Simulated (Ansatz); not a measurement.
ZnCu. A set of calculations on one system.

Space group Cmmm. The cell comes from a database of computed structures, not from a measurement.

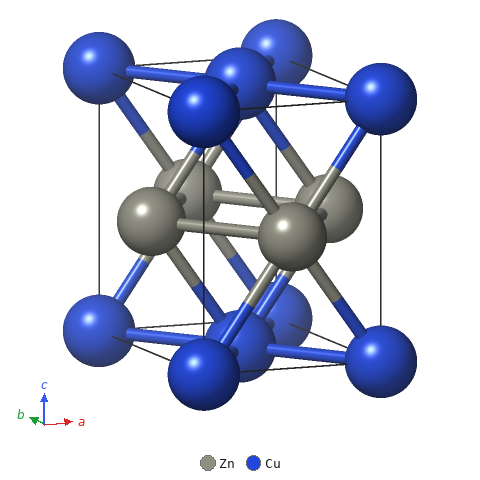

The conventional cell.

Input file:

```
crystal:
  lattice:
    - [1.488039, -2.121279, 0.0]
    - [1.488039, 2.121279, 0.0]
    - [0.0, 0.0, 4.140746]
  atoms:
    - { symbol: Zn, position: [0.5, 0.5, 0.5] }
    - { symbol: Cu, position: [0.0, 0.0, 0.0] }
basis:
  ecutwfc: 420
  fft_grid_basis: typed
kpoints:
  mp_grid: { grid: [14, 14, 8] }
hamiltonian:
  xc: pbe
scf:
  occupations: { method: gaussian, width: 0.05 }
output:
  forces: true
  stress: true
  eigenvalues: true
  bader: true
  write_density: true
  volumetric_format: npy
  elf: true
```

Command:

```sh
ansatz run input.yaml --threads 1 --pin off --max-ram 2560MiB --backend cpu --events-out ev --progress --plain --runs-dir out
```

The picture shows the conventional cell (a = 2.98 Å, b = 4.24 Å, c = 4.14 Å, α = 90.00°, β = 90.00°, γ = 90.00°).

Level of theory: DFT PBE, scalar-relativistic, plane waves, PAW (Ansatz).

Core electrons are frozen (PAW), so the maps are meaningful between the atoms, not at the nuclei.

Part 1: Bonding charge

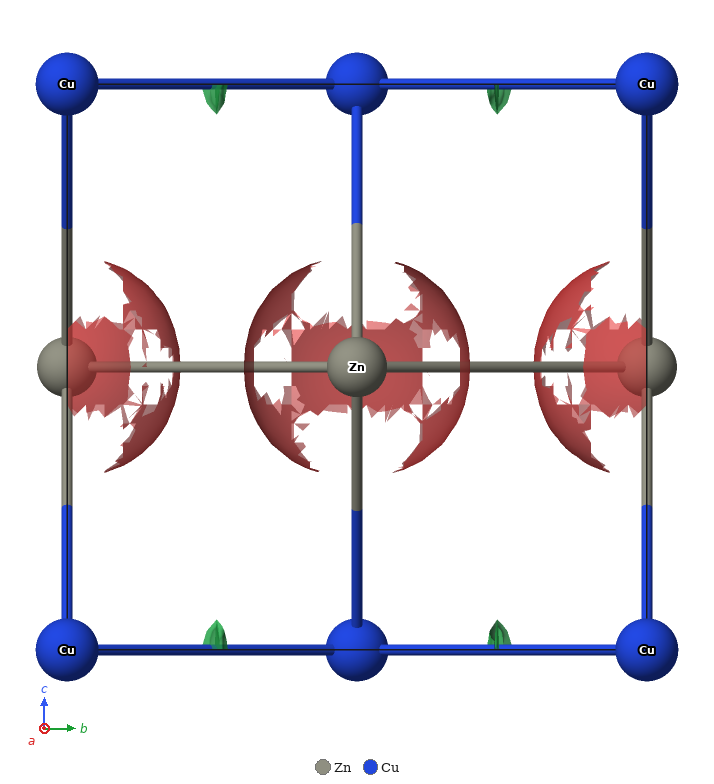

Bonding charge density, ρ(crystal) − Σ ρ(neutral atoms): green surfaces at +0.04 and red ones at −0.04 e/Å³, in the conventional cell seen along the a axis (the regions close to the nuclei are left out). Cores are masked to 0.8 Å (Zn) and 0.9 Å (Cu).

What does the deformation density say about the bonding?

Cu–Zn (2.55 Å): Δρ is +0.03 e/Å³ at the midpoint.
Zn–Zn (2.59 Å): Δρ is +0.013 e/Å³ at the midpoint.
Cu–Cu (2.59 Å): Δρ is +0.04 e/Å³ at the midpoint.
Over the whole cell, outside the masked cores, the largest gain, 0.04 e/Å³, lies 1.3 Å from a copper nucleus, and the largest loss lies at the edge of the masked core of Zn.
The rearranged charge, half the integral of |Δρ|, is about 0.21 e an atom.
Bader charges: Zn +0.11 and Cu −0.11 e. Among metals such charges hang on how the charge between the atoms is shared out.

Part 2: Change of volume

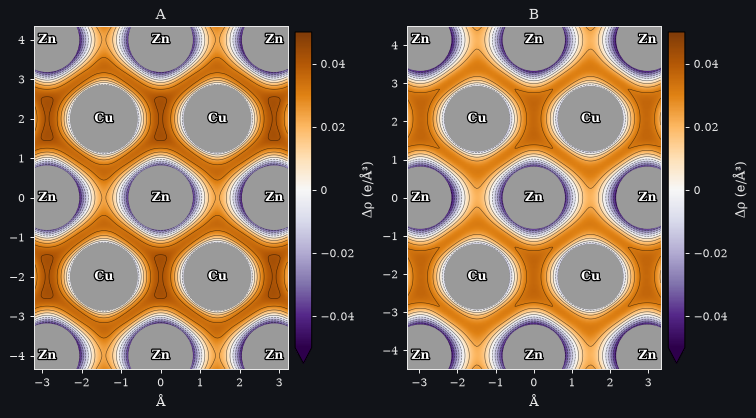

ZnCu: deformation density on the (010) plane of the conventional cell at two volumes, with the same fractional coordinates and one colour scale. Grey discs cover the cores. Panel A has 90 % of the volume of panel B.

How do bonds, bonding charge and pressure respond to this change of volume?

From B to A, Cu–Zn goes from 2.55 to 2.46 Å, and Δρ at its midpoint from +0.030 to +0.034 e/Å³.
- The pressure is 0 GPa in B and 16 GPa in A.
- The rearranged charge is 0.21 e an atom in B and 0.22 e in A.

Part 3: Moving an atom

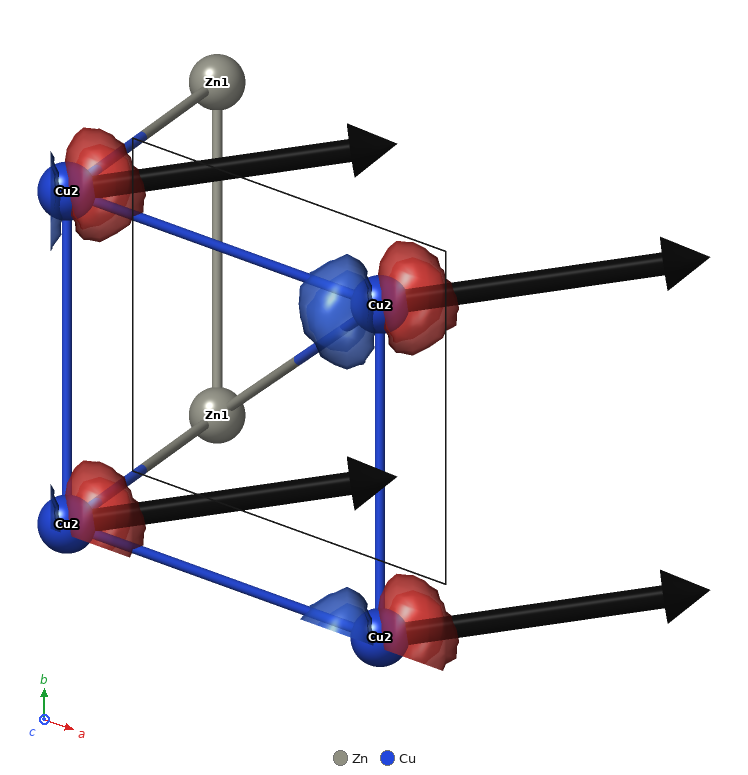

*Cu2 was moved by 0.05 Å along [2 1 0] in the axes of the cell drawn (arrow, not to scale). Change of the density less the rigid motion of the neutral atom's own density: blue surfaces at +0.015 and red ones at −0.015 e/Å³, in the cell of the calculation (origin moved) seen along the c axis.*

How do the electrons respond beyond following the atom?

About 0.03 e is rearranged in the cell. Outside the cores the largest gain lies at the edge of the masked core of Cu, and the largest loss lies there too, on other sides.

How much does the computed force on the atom change?

The force on it changes by 0.12 eV/Å along the move, against it: a stiffness of about 2.3 eV/Å² for this sublattice shift.

Part 4: Putting it together

The two pressures give a mean stiffness −ΔP/Δln V of about 147 GPa over this range, with the atoms held at their fractional positions.
